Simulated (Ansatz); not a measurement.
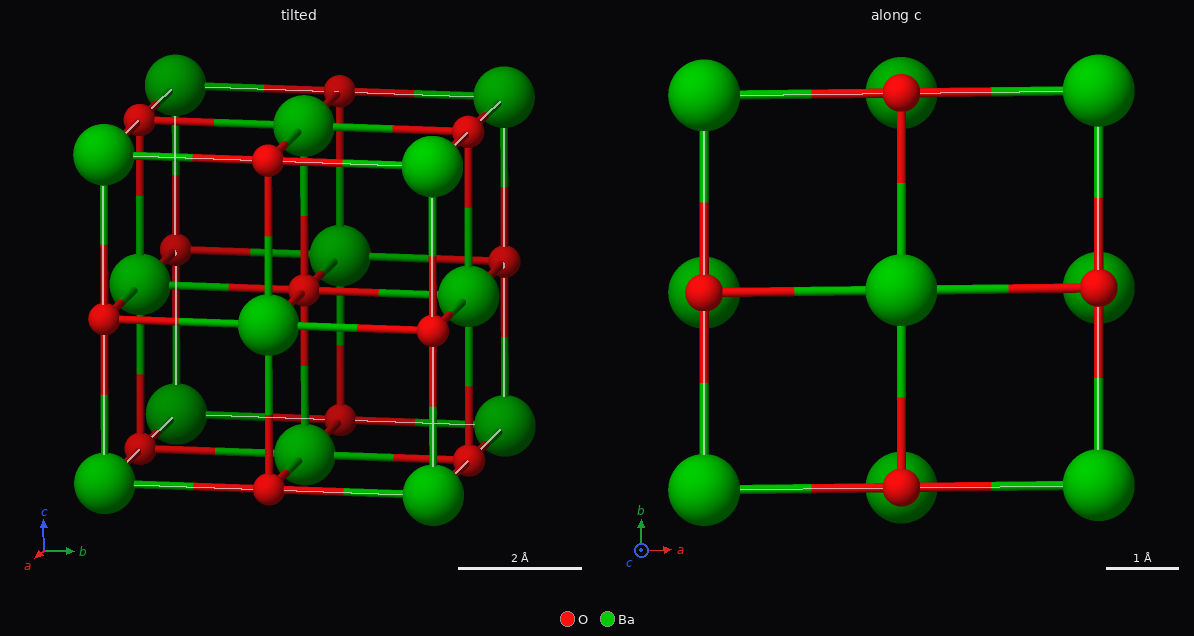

Shown here is a ball-and-stick view of the crystal, taken slightly off an axis and along the c axis. Thin lines show the drawn cell (a repeat of the simulation cell), with boundary atoms drawn in all their periodic places.

BaO, a = 5.523 Å, b = 5.523 Å, c = 5.523 Å, α = 89.28°, β = 89.28°, γ = 89.28°. Strictly the space group is R-3m (No. 166, within 0.01 Å). It is a distorted form of a face-centred cubic structure, space group Fm-3m (No. 225) within 0.25 Å: rock salt (NaCl type). The model was built from a structure type filled with these elements by a generator (whether the compound takes this form wasn't checked). The cell was then strained or its atoms displaced on purpose. It went into a calculation with Ansatz.

This one geometry was computed with Ansatz (DFT, plane waves, PAW) at four levels of theory: r2SCAN with spin-orbit coupling, r2SCAN, PBE and HSE06. It was relaxed with r2SCAN and then strained.

> Which level gives the highest pressure at this volume, and what does that say about its equilibrium volume?

Highest: PBE (2.0 GPa), which points to the largest equilibrium volume. Lowest, with the smallest volume: HSE06 (0.3 GPa). Levels within 0.5 GPa of each other can't be told apart.

> How does the band gap change with the level of theory?

PBE: a gap of 2.01 eV, direct; r2SCAN with spin-orbit coupling: a gap of 2.30 eV, direct; r2SCAN: a gap of 2.34 eV, direct; HSE06: a gap of 3.28 eV, direct.

> Collect the results in a table.

| level | cutoff (eV) | k-mesh of the run's cell | gap (eV) | pressure (GPa) |
| --- | --- | --- | --- | --- |
| r2SCAN with spin-orbit coupling | 500 | 8×8×8 | 2.30 | 0.9 |
| r2SCAN | 500 | 8×8×8 | 2.34 | 0.9 |
| PBE | 420 | 8×8×8 | 2.01 | 2.0 |
| HSE06 | 420 | 6×6×6 | 3.28 | 0.3 |

Gaps are taken on the k-mesh or band path of each run.
